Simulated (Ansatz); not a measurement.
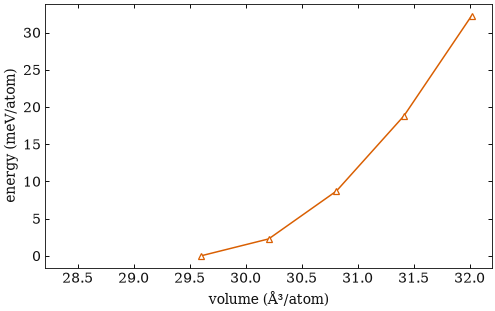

The plot gives the computed energy against volume for Sb, space group R-3m (No. 166).

Cell as given: a = 4.507 Å, b = 4.507 Å, c = 4.507 Å, α = 57.11°, β = 57.11°, γ = 57.11°; 2 atoms.

Calculation (Ansatz 0.2.0): all-electron LAPW DFT, no spin polarisation; energies at scaled volumes of the given cell, shape and fractions fixed, counted from the fit's minimum, third-order Birch-Murnaghan fit. Level: LDA.

- k mesh: 8×8×8
- occupations: Fermi–Dirac
- smearing width: 0.05 eV
- potentials: all electron LAPW, scalar relativistic
- program settings: basis error eV/atom 0.001

The points at volume 28.39 Å³/atom and 29.00 Å³/atom are left out of the plot. What values does the calculation give there?

```
volume (Å³/atom)  energy (meV/atom)
           28.39               9.96
           29.00               2.38
```

Keep in mind: shape and atomic fractions are frozen while scaling, which makes layered, chain and framework solids too stiff.
